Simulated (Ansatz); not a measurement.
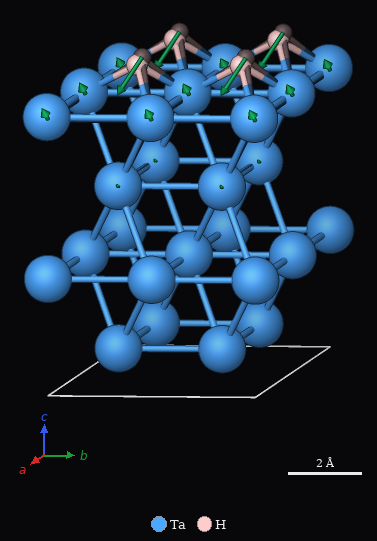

This is a constrained relaxation of a slab of composition Ta$_{4}$H (cut from the Im-3m phase). The starting structure is drawn faded, the final one solid; green arrows show the displacements, magnified 5 times.

A ball-and-stick model of the 2 × 2 repeat of the cell, outlined in the plane, without the vacuum, seen slightly off an axis.

Case: H put at a hollow Ta-Ta-Ta site. The slab is the (1 1 0) face of Ta with H on it. 2 atoms are held fixed.

Computed with Ansatz, DFT PBEsol, scalar-relativistic, plane waves, PAW.

Input file:
```yaml
crystal:
  lattice:
    - [2.8410132459, 0.0, 0.0]
    - [-0.9470044153, 2.6785329755, 0.0]
    - [0.0, 0.0, 25.9590328048]
  atoms:
    - { symbol: Ta, position: [0.5, 0.5, 0.3274390099] }
    - { symbol: Ta, position: [0.0, 0.0, 0.416798179] }
    - { symbol: Ta, position: [0.5, 0.5, 0.50584702] }
    - { symbol: Ta, position: [0.0, 0.0, 0.5912936046] }
    - { symbol: H, position: [0.3333333333, 0.6666666667, 0.641372512] }
basis:
  ecutwfc: 420
kpoints:
  mp_grid: { grid: [11, 11, 1] }
hamiltonian:
  xc: pbesol
scf:
  occupations: { method: gaussian, width: 0.1 }
output:
  forces: true
  eigenvalues: true
  write_density: true
  write_potential: true
  elf: true
  volumetric_format: npy
relax:
  adjacent_minimum: "off"
  f_tol: 0.03
  max_steps: 70
  constraints: [{ sites: [0, 1] }]
efield:
  axis: 3
  dipole_correction: true
  ramp_width: 0.04
```

Run as
```bash
ansatz run input.yaml --threads 2 --pin off --max-ram 5120MiB --backend cpu --events-out ev --progress --plain --runs-dir out
```

**Which element moves most?**

Hydrogen: up to 0.25 Å, against 0.08 Å for tantalum.

**What did the optimiser do to the structure, and how much energy did it gain?**

Over 4 geometry steps the energy falls by 0.139 eV per cell of the calculation. Largest force component: 1.2 eV/Å at the start, 0.0029 eV/Å at the end. H5 moves most: 0.25 Å at 41° to the normal (−c side). Largest moves by element: H 0.25 Å, Ta 0.08 Å. The lattice vectors keep their values. Near-neighbour distances that change, for instance: Ta4–H5 2.231 → 2.045 Å, Ta3–Ta4 3.210 → 3.289 Å, Ta3–Ta4 (another image) 2.759 → 2.828 Å, Ta4–H5 (another image) 2.020 → 1.967 Å. Among the angles between lasting bonds that change: Ta4–H5–Ta4 94.6° → 106.6°, Ta4–H5–Ta4 83.7° → 90.1°.

Limits of the set-up: the periodic images lie only 2.8 Å apart, so the values are limited by the cell's size.
